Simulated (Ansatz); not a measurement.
```
CELL_PARAMETERS angstrom
2.57246 0.00000 0.00000
0.00000 2.57246 0.00000
0.00000 0.00000 2.57246
ATOMIC_POSITIONS crystal
Co 0.00000 0.00000 0.00000
O 0.50000 0.50000 0.50000
```

Space group Pm-3m; started from the CsCl (B2) prototype, which need not be the ambient phase; spin-polarised.

Level of theory: Ansatz, DFT PBEsol, scalar-relativistic, plane waves, PAW.

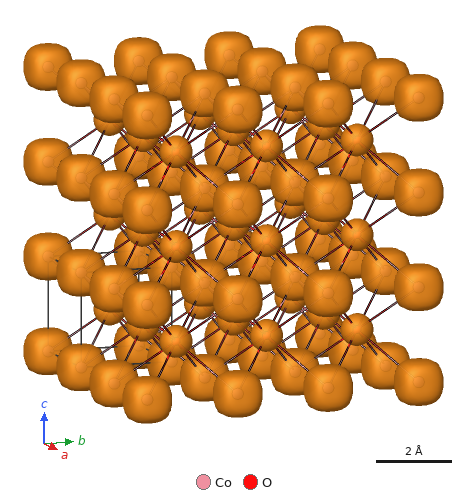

CoO. Isosurfaces of the spin density at +0.4 (orange) and −0.4 e/Å³ (purple), seen slightly off an axis. Sticks mark near contacts.

> Where is the spin, and how is it ordered?

The spin density sits on Co: +2.5 μB in one cell of 2 atoms, with smaller moments on other sites: O (up to +0.49 μB): parallel moments, as they must be, since the calculation's own cell holds one magnetic site. The cell of the calculation (2 atoms) carries 3.0 μB of net spin moment. Only one sign reaches the isovalue.
